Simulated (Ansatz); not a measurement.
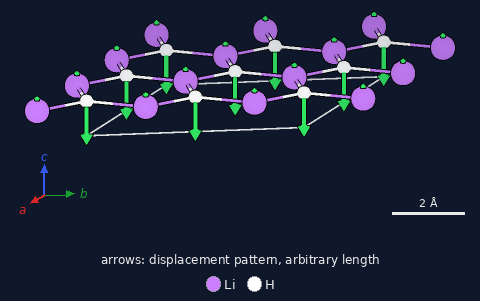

One vibrational mode of a free-standing layer of LiH (a generated structure) at the zone centre. The green arrows give the relative displacements of the atoms. Style: ball-and-stick. Shown: the 2 × 2 repeat of the cell, outlined in the plane, without the vacuum, slightly off an axis.

All numbers below come from DFT PBE, scalar-relativistic, plane waves, PAW (Ansatz).

Input
```yaml
crystal:
  lattice:
    - [3.0782453296, -3.418e-07, 0.0]
    - [-1.5391223688, 2.6658388255, 0.0]
    - [0.0, 0.0, 25.327189]
  atoms:
    - { symbol: Li, position: [0.3333333333, 0.6666666667, 0.2961244534] }
    - { symbol: H, position: [0.0, 0.0, 0.2961244534] }
  periodic: [true, true, false]
basis:
  ecutwfc: 420
kpoints:
  mp_grid: { grid: [12, 12, 1] }
hamiltonian:
  xc: pbe
scf:
  occupations: { method: fixed }
output:
  eigenvalues: true
phonons:
  method: dfpt
  eigenvectors: true
  qmesh: [3, 3, 1]
  temperatures: { t_max: 1000, t_step: 100 }
  qpath:
    path:
      - [[0.0, 0.0, 0.0], [0.5, 0.0, 0.0], [0.33333333, 0.33333333, 0.0], [0.0, 0.0, 0.0], [0.0, 0.0, 0.5], [0.5, 0.0, 0.5], [0.33333333, 0.33333333, 0.5], [0.0, 0.0, 0.5]]
      - [[0.5, 0.0, 0.5], [0.5, 0.0, 0.0]]
      - [[0.33333333, 0.33333333, 0.5], [0.33333333, 0.33333333, 0.0]]
    npoints: 8
```

Launched with:
```bash
ansatz run input.yaml --threads 1 --pin off --max-ram 2048MiB --backend cpu --events-out ev --progress --plain --runs-dir out
```

Frequencies are those without the non-analytic (LO–TO) term.

Give the symmetry, activity and frequency of this mode.

Answer. This is the A₂″ mode at 92.4 meV, the lowest optical level, infrared-active by symmetry. The H sublattice moves against the Li sublattice, along c of the drawn cell; the H–Li bond lengths don't change to first order, so for these it is a bending, tilting or sliding motion; the kinetic energy is shared as H 87 %, Li 13 %.
